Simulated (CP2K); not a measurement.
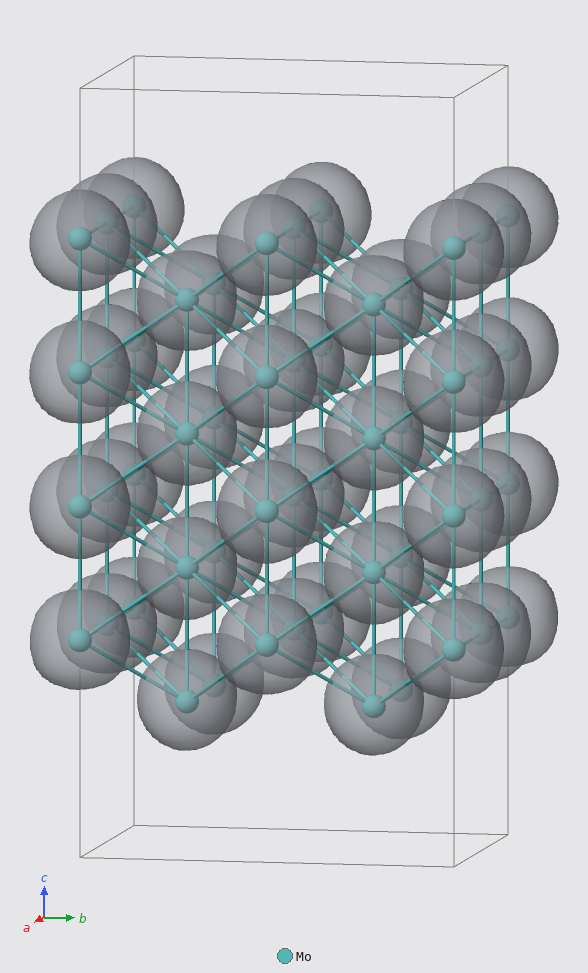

Figure 1: Mo (slab). Isosurface of the valence charge density (pseudo) at 0.5 e/Å³ (grey), seen slightly off an axis. Sticks mark near contacts.

Not relaxed (largest force 1.6 eV/Å).

Theory: Kohn-Sham DFT of a periodic cell, PBE, GTH-PBE with UZH-TZVP basis (CP2K).

Core electrons are replaced by pseudopotentials, and the valence fields are smoothed inside the atomic spheres.

```cif
data_structure
_symmetry_space_group_name_H-M 'P 1'
_symmetry_Int_Tables_number 1
_cell_length_a 2.8496
_cell_length_b 4.0300
_cell_length_c 24.9737
_cell_angle_alpha 90.000
_cell_angle_beta 90.000
_cell_angle_gamma 90.000
_cell_volume 286.80
loop_
_atom_site_label
_atom_site_type_symbol
_atom_site_fract_x
_atom_site_fract_y
_atom_site_fract_z
_atom_site_occupancy
Mo1 Mo 0.50000 0.50000 0.30032 1
Mo2 Mo 0.00000 0.00000 0.35737 1
Mo3 Mo 0.50000 0.50000 0.41442 1
Mo4 Mo 0.00000 0.00000 0.47147 1
Mo5 Mo 0.50000 0.50000 0.52853 1
Mo6 Mo 0.00000 0.00000 0.58558 1
Mo7 Mo 0.50000 0.50000 0.64263 1
Mo8 Mo 0.00000 0.00000 0.69968 1
```

How is the density connected at this value?

At this value the density breaks into separate islands; it holds about 75 % of the electrons treated as valence. It bridges none of the near contacts. It is pinched off along the sampled Mo–Mo (2.85 Å) contacts. On the grid the lowest density along these lines, outside the cores, is 0.29 e/Å³ (Mo–Mo, 2.85 Å).
